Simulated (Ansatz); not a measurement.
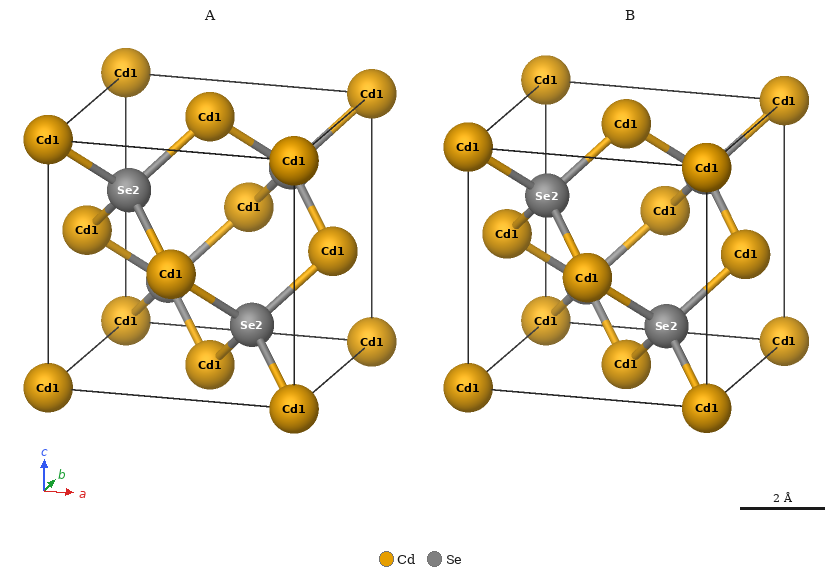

Two geometries of crystalline CdSe (a generated structure, set up in F-43m): one is the relaxed structure, the other was perturbed away from it. A ball-and-stick model of the conventional cell (4 times the calculation's cell), seen slightly off an axis. Lengths and directions refer to the drawn axes.

All numbers below come from DFT, PBE, PAW with Ansatz's default frozen-core files, scalar-relativistic in Ansatz. Set-up: plane-wave cutoff 420 eV; k-point mesh 10 × 10 × 10; occupations fermi dirac; smearing width 0.08 eV; no spin polarisation.

Which one is perturbed?

Structure B is the perturbed one. The cell is strained by 0.0 % along b and −3.0 % across it (volume −5.9 %), the atoms keeping their fractional coordinates. No relaxation follows. Near-neighbour distances before and after: Cd–Se 2.683 → 2.630 Å. The space group (tolerance 0.01 Å) goes from F-43m (No. 216) to I-4m2 (No. 119). Energy change: +17.1 meV per atom. The pressure goes from 0.0 to 3.1 GPa. The principal stresses (compression positive) are 2.8 GPa along b and 3.3 GPa across it. All forces vanish by symmetry.
